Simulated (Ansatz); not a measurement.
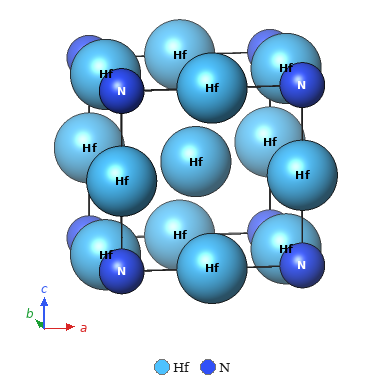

Drawn in the spheres-only manner and seen slightly off an axis. Lines trace the edges of the conventional unit cell. Cell: a = 4.51 Å, b = 4.51 Å, c = 4.51 Å, α = 90.00°, β = 90.00°, γ = 90.00°.

The structure comes from a random cell made by a generator, so it need not be a real form of the compound. Earlier steps of the study may have refined or changed the cell and positions. It went into a calculation with Ansatz.

> What is this?

Its composition is Hf4N. The symmetry is that of Pm-3m (No. 221), on a primitive cubic lattice. The cell has 5 atoms, namely 4 Hf, 1 N.

Theory: Ansatz, DFT PBE, scalar-relativistic, plane waves, PAW. Numerical settings: a basis cut at 420 eV, k-points on an 8×8×8 grid, Gaussian smearing of 0.1 eV, no spin polarisation.

> What is the band gap, if any?

A metal: bands cross the Fermi level.

> How charged are the atoms, by the Bader scheme?

Hf -0.08 to +0.70 e; N -2.00 e.

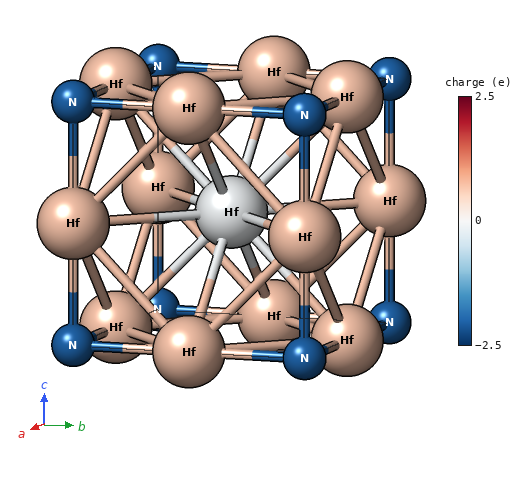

The atoms coloured by those charges. The run's cell of 5 atoms is drawn.

> Has the structure come to rest?

Yes. All forces vanish to within 0.01 eV/Å. The pressure is 0.0 GPa, close to zero.
